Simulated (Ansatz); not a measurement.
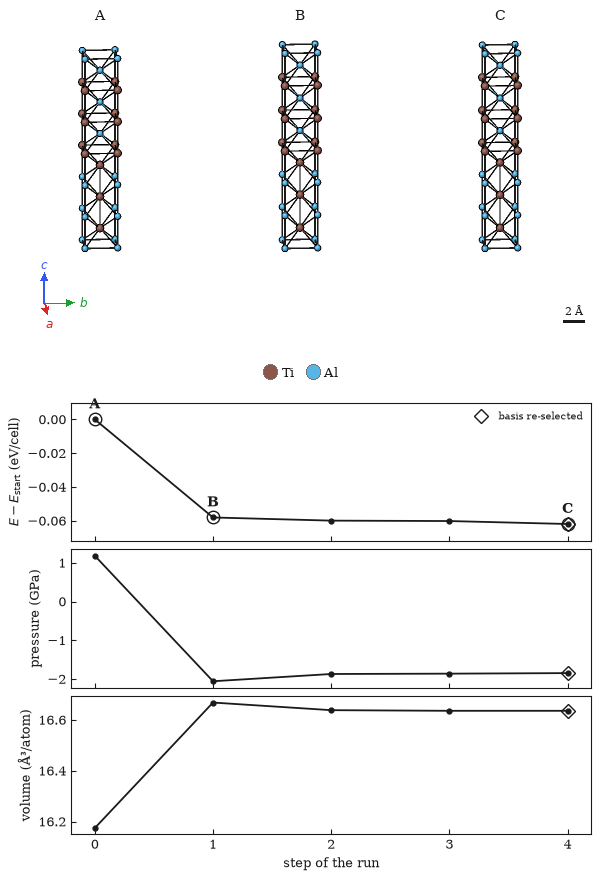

Frames of a relaxation of an interface cell of composition TiAl, marked on the history of the run. Style: ball-and-stick. Shown: the cell of the calculation, from a free direction.

Case: antiphase boundary on (0 0 1), species swapped.

Level of theory: DFT PBE, scalar-relativistic, plane waves, PAW in Ansatz 0.2.0.

The input:
```yaml
crystal:
  lattice:
    - [3.1863036826, 0.0, 0.0]
    - [0.0, 3.1863036826, 0.0]
    - [0.0, 0.0, 19.1178220955]
  atoms:
    - { symbol: Ti, position: [0.5, 0.5, 0.0833333333] }
    - { symbol: Al, position: [0.0, 0.0, 0.0] }
    - { symbol: Ti, position: [0.5, 0.5, 0.25] }
    - { symbol: Al, position: [0.0, 0.0, 0.1666666667] }
    - { symbol: Ti, position: [0.5, 0.5, 0.4166666667] }
    - { symbol: Al, position: [0.0, 0.0, 0.3333333333] }
    - { symbol: Al, position: [0.5, 0.5, 0.5833333333] }
    - { symbol: Ti, position: [0.0, 0.0, 0.5] }
    - { symbol: Al, position: [0.5, 0.5, 0.75] }
    - { symbol: Ti, position: [0.0, 0.0, 0.6666666667] }
    - { symbol: Al, position: [0.5, 0.5, 0.9166666667] }
    - { symbol: Ti, position: [0.0, 0.0, 0.8333333333] }
basis:
  ecutwfc: 420
kpoints:
  mp_grid: { grid: [10, 10, 2] }
hamiltonian:
  xc: pbe
scf:
  occupations: { method: gaussian, width: 0.1 }
output:
  forces: true
  stress: true
  eigenvalues: true
  populations: true
  write_density: true
  write_potential: true
  elf: true
  volumetric_format: npy
relax:
  adjacent_minimum: "off"
  f_tol: 0.02
  max_steps: 45
  cell: { fix: [a, b, alpha, beta, gamma], stress_tol: 0.1 }
```

Launched with:
```bash
ansatz run input.yaml --threads 2 --pin off --max-ram 5120MiB --backend cpu --events-out ev --progress --plain --runs-dir out
```

**Describe the path.**

Over 3 accepted moves (4 points after the start) the energy falls by 61.9 meV per cell of the calculation. The largest force component goes from 0.1 to 0.002 eV/Å. Pressure: 1.18 GPa at the start and −1.85 GPa at the end. At 1 point the geometry stayed and the basis and grid were re-selected for the new cell (energy shift of 1.7 meV per cell of the calculation at most each time). The largest moves relative to the cell, 0.042 Å, are those of Al6 and Al7. Al6 goes along +c. By element the largest moves are Al 0.042 Å, Ti 0.032 Å. Cell: a = b unchanged at 3.186 Å, c 19.118 → 19.663 Å (+2.9 %). Volume +2.9 %. Among the contacts that change: Ti10–Ti12 3.186 → 3.324 Å, Ti3–Ti5 3.186 → 3.268 Å, Al9–Ti12 2.759 → 2.811 Å, Al7–Ti10 2.759 → 2.791 Å. The run took 78 s on 2 threads of Arm Neoverse V1 (shared host), peak memory 0.71 GiB. From step 0 to 1: Al atoms move most (0.05 Å), volume +3.1 %, energy −58.0 meV per cell of the calculation. From step 1 to 4: Ti atoms move most (0.02 Å), volume −0.2 %, energy −3.9 meV per cell of the calculation.

```csv
step,"E − E(0), meV/atom","largest force component, eV/Å","pressure, GPa","volume, Å³/atom",note
0,0.00,0.1047,1.18,16.175,
1,-4.83,0.0855,-2.06,16.668,
2,-4.99,0.0423,-1.87,16.638,
3,-5.01,0.0022,-1.86,16.636,
4,-5.16,0.0020,-1.85,16.636,"same geometry, new basis"
```
